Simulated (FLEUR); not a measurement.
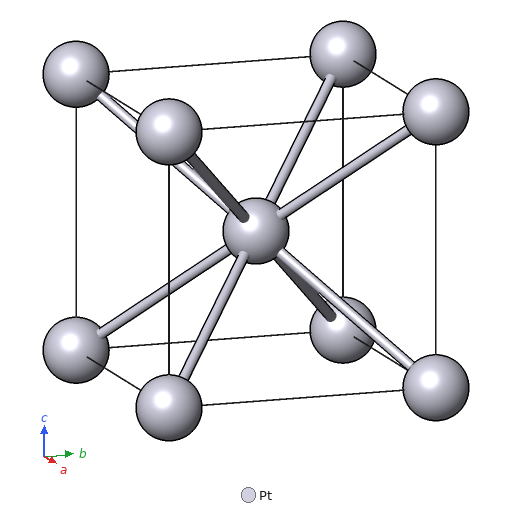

System: Pt, space group Im-3m (No. 229). The picture shows the conventional cell.

Structure:
```yaml
crystal:
  lattice:
    - [-1.58422, 1.58422, 1.58422]
    - [1.58422, -1.58422, 1.58422]
    - [1.58422, 1.58422, -1.58422]
  atoms:
    - { symbol: Pt, position: [0.00000, 0.00000, 0.00000] }
```

Method: all-electron LAPW DFT, no spin polarisation; energies at scaled volumes of the given cell, shape and fractions fixed, counted from the fit's minimum, third-order Birch-Murnaghan fit (FLEUR MaX-R8.1 (later development tree)). Level: r2SCAN.

```csv
setting,value
k mesh,12×12×12
occupations,Fermi–Dirac
smearing width,0.05 eV
potentials,all electron
program settings,"basis FLAPW, kmax 4.17 1/bohr"
```

What does the calculation give for the energy against volume? The volume takes the values 14.95, 15.27, 15.90, 16.54, 16.86 Å³/atom.

A third-order Birch–Murnaghan fit gives V0 = 15.47 Å³/atom, B0 = 260 GPa and B′ = 5.2. The energy is 15.38 meV/atom at volume 14.95 Å³/atom and 84.51 meV/atom at 16.86 Å³/atom; the lowest computed point is at volume 15.27 Å³/atom (2.20 meV/atom).

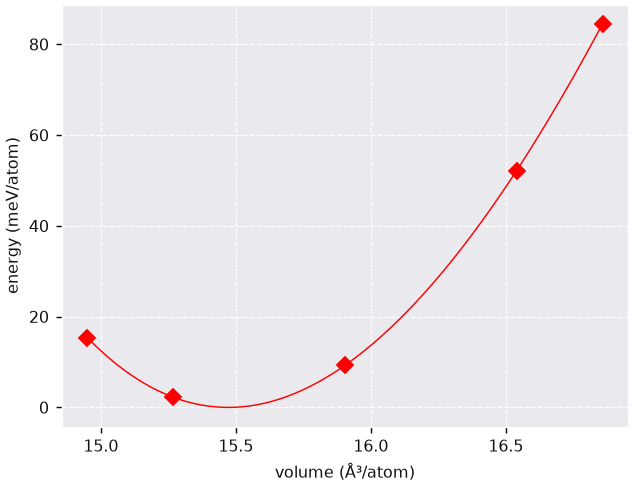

Note: spin-orbit coupling left out, heavy elements.
